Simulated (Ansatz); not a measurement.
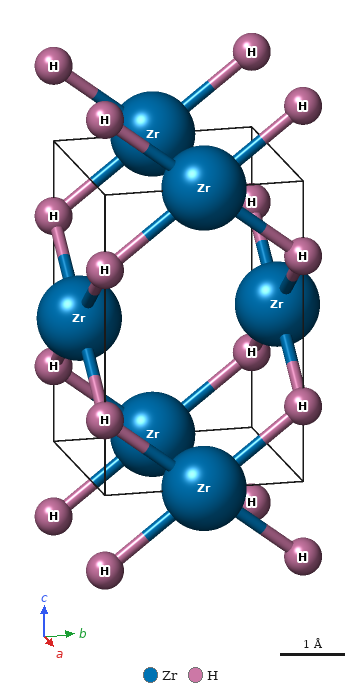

This is a crystal of ZrH (set up in P4_2/mmc). Style: ball-and-stick. Shown: the cell of the calculation, slightly off an axis.

These are results of DFT, PBEsol, PAW with Ansatz's default frozen-core files, scalar-relativistic (Ansatz 0.2.0), not measurements. (plane-wave cutoff 420 eV; k-point mesh 9 × 9 × 6; occupations fermi dirac; smearing width 0.02 eV; no spin polarisation)

Now this is done to it. All lengths are scaled by +1.3 % (volume +4.0 %), the atoms keeping their fractional coordinates. No relaxation follows.

Predict the response.

Answer. It costs 15.3 meV per atom. Pressure: −2.6 GPa before, −6.7 GPa after. The principal stresses (compression positive) are −6.0 GPa along c and −7.1 GPa across it. All forces vanish by symmetry. Some distances before and after: H–Zr 2.039 → 2.066 Å. The space group stays P4_2/mmc (No. 131).
